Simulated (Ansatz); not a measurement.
# CsPbBr3: 6 runs along one coordinate

System: CsPbBr3 (5 atoms in the cell).
Method: DFT PBE, scalar-relativistic, plane waves, PAW, no spin polarisation (Ansatz 0.2.0).

The 6 runs differ only in the geometry, by an even scaling of the cell at fixed fractional positions. The structure derives from an entry of the Crystallography Open Database.

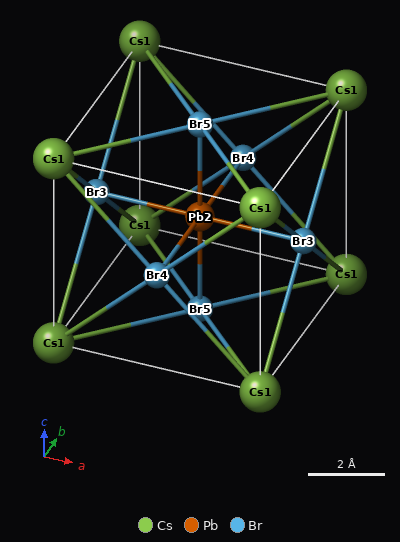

Figure 1. The structure of run 4 (ball-and-stick view of the cell of the calculation, seen at an oblique angle; atoms are numbered from 1 in the order of the input).

## Input of run 4
```yaml
crystal:
  lattice:
    - [5.9420818808, 0.0, 0.0]
    - [0.0, 5.9420818808, 0.0]
    - [0.0, 0.0, 5.9420818808]
  atoms:
    - { symbol: Cs, position: [0.0, 0.0, 0.0] }
    - { symbol: Pb, position: [0.5, 0.5, 0.5] }
    - { symbol: Br, position: [0.0, 0.5, 0.5] }
    - { symbol: Br, position: [0.5, 0.0, 0.5] }
    - { symbol: Br, position: [0.5, 0.5, 0.0] }
basis:
  ecutwfc: 420
kpoints:
  mp_grid: { grid: [6, 6, 6] }
hamiltonian:
  xc: pbe
scf:
  occupations: { method: gaussian, width: 0.02 }
output:
  forces: true
  stress: true
  eigenvalues: true
```

Command:
```bash
ansatz run input.yaml --threads 1 --pin off --max-ram 2560MiB --backend cpu --events-out ev --progress --plain --runs-dir out
```

Run 2 differs from it as follows:
```diff
-    - [5.9420818808, 0.0, 0.0]
-    - [0.0, 5.9420818808, 0.0]
-    - [0.0, 0.0, 5.9420818808]
+    - [5.8169480429, 0.0, 0.0]
+    - [0.0, 5.8169480429, 0.0]
+    - [0.0, 0.0, 5.8169480429]
```

## Results, with one run withheld

```tsv
run	volume per atom (Å³)	free energy per atom, from the lowest run given (meV)	pressure (GPa)	gap on the mesh (eV)
1	38.068	43.57	3.20	1.25
2	39.365	?	?	?
3	40.663	7.76	1.33	1.55
4	41.961	0.00	0.61	1.67
5	45.854	5.65	−0.94	1.96
6	47.585	18.45	−1.41	2.05
```

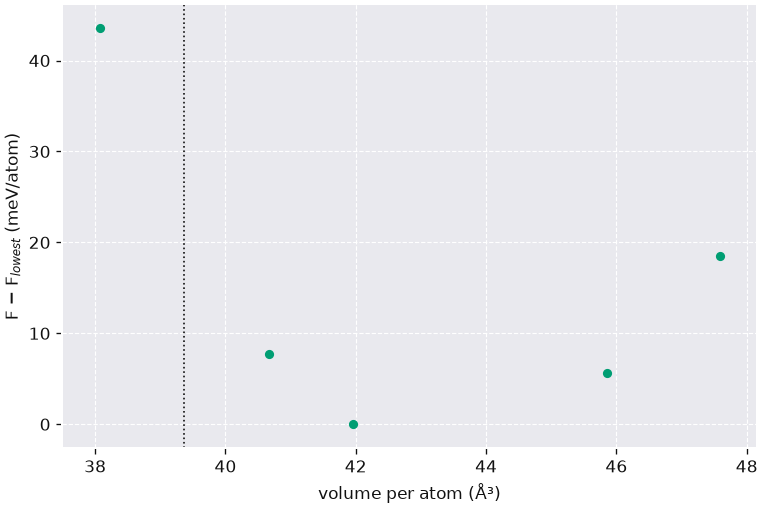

Figure 2. Free energy per atom of the runs given; the dotted line marks run 2.

Fit the runs given and predict run 2.

A cubic polynomial in V^(−2/3) (the Birch–Murnaghan form), fitted to the 5 runs given, misses them by under 0.01 meV per atom. With x = V^(−2/3) − 0.08199 Å⁻², it reads F = −1.7809 + 1450.8 x + 8.6393e+05 x² + 3.6957e+06 x³ (meV per atom). At run 2 it gives 21.88 meV per atom, and the run itself gives 21.88. The slope of the fit gives a pressure −dF/dV of 2.18 GPa there, and the run prints 2.18 GPa. The fit has its minimum at 43.261 Å³ per atom, where V d²F/dV² gives 18.5 GPa: the bulk modulus at this level, since symmetry fixes the shape and the positions. The gap on the mesh goes, without turning, from 1.25 eV in run 1 to 2.05 eV in run 6; run 2 has 1.41 eV. These are gaps of this functional on this mesh, which can miss the band edges; they aren't the measured gap.

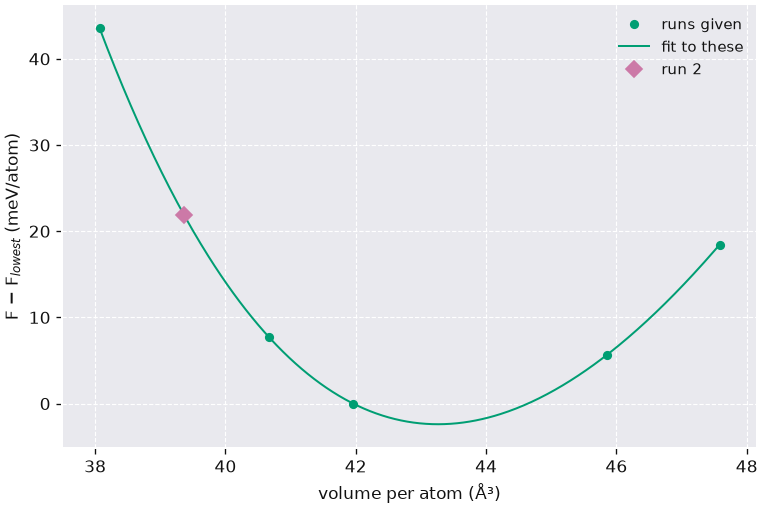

Figure 3. The fit and the withheld run.

## Output, shortened to warnings, some set-up lines, iterations and results (run 2)
```
Basis set: ecut = 420 eV, 3887 PW (Γ), exchange–correlation on 80×80×80 points (8 copies of the dense FFT grid, shifted against one another)
Symmetry: 48 space group operations
k-points: 20 of 216
Initial density: superposition of atomic densities (neutral atoms: chi_scale 0, normalization atom), corrected by the library's trained network
[...]
SCF iter   1: F=—  HF=-25933.154256 eV  |F-HF|=—  |Δ(HF+E_count)|=         —  Δρ=4.12e-4  dr2=3.65e-4  ethr=1.77e-3  ⟨swp⟩=8.4  Hψ=2938  notcnv=0
SCF iter   2: F=—  HF=-25933.154428 eV  |F-HF|=—  |Δ(HF+E_count)|=   1.72e-4  Δρ=2.25e-4  dr2=1.04e-4  ethr=8.28e-7  ⟨swp⟩=3.0  Hψ=1610  notcnv=0  defer=17
SCF iter   3: F=—  HF=-25933.154496 eV  |F-HF|=—  |Δ(HF+E_count)|=   6.80e-5  Δρ=9.29e-5  dr2=1.37e-5  ethr=2.36e-7  ⟨swp⟩=2.0  Hψ=925  notcnv=0  defer=17
SCF iter   4: F=—  HF=-25933.154523 eV  |F-HF|=—  |Δ(HF+E_count)|=   2.61e-5  Δρ=2.92e-5  dr2=1.69e-6  ethr=3.10e-8  ⟨swp⟩=2.0  Hψ=940  notcnv=0  defer=17
SCF iter   5: F=-25933.154528 eV  HF=-25933.154528 eV  |F-HF|=8.54e-8  |Δ(HF+E_count)|=   5.04e-6  Δρ=5.98e-6  dr2=9.82e-8  ethr=3.84e-9  ⟨swp⟩=2.0  Hψ=840  notcnv=0  defer=17
SCF iter   6: F=-25933.154528 eV  HF=-25933.154528 eV  |F-HF|=2.54e-9  |Δ(HF+E_count)|=   1.23e-7  Δρ=9.31e-7  dr2=1.63e-9  ethr=2.23e-10  ⟨swp⟩=8.2  Hψ=2915  notcnv=0
SCF 1 converged in 6 iterations: F = -25933.154528 eV  dr2 = 1.63e-9
SCF converged after 6 iterations
Free energy (F): -25933.154528 eV
Harris-Foulkes:  -25933.154528 eV  (|F-HF|=2.54e-9)
Internal energy: -25933.154528 eV  (E = F + TS)
E sigma→0 (E₀):  -25933.154528 eV
Fermi energy:    4.952223 eV
--- Per-component energies (eV) ---
  E_band       = -230.026021
  E_kinetic    = 831.403260
  E_local      = -2629.319186  (includes V_loc(G=0)·N_el)
  E_nonlocal   = 591.401243
  E_hartree    = 966.852094
  E_xc         = -1190.476707
  E_vxc        = -571.696460  (∫ρ·V_xc dr)
  E_paw        = -22209.541623  (= ΣΔE_a)
  E_vpaw       = -385.519249  (= ΣTr[D̂ρ^β])
  E_aug_tail   = 0.000048  (compensation charges beyond the density's cutoff)
  E_ewald      = -2293.473656
  E_smearing   = -0.000000  (= −TS)
  E_closure    = -0.000000  (closes the sum)
  Σ components = -25933.154528   (vs F -25933.154528, Δ=0.00e0)
--- Forces (eV/Å), atoms counted from 1 ---
  atom   1  Cs    -0.00000000     0.00000000    -0.00000000
  atom   2  Pb     0.00000000    -0.00000000     0.00000000
  atom   3  Br     0.00000000     0.00000000     0.00000000
  atom   4  Br    -0.00000000     0.00000000    -0.00000000
  atom   5  Br     0.00000000     0.00000000     0.00000000
  max |Σ_I F_I| component: 8.38e-29 eV/Å
--- Stress (GPa, compression-positive) ---
        2.183808      -0.000000       0.000000
        0.000000       2.183808       0.000000
        0.000000       0.000000       2.183808
  P = ⅓ Tr σ = 2.1838 GPa (21.838 kbar)
```

Notes: Spin–orbit coupling is left out, which matters for Pb.
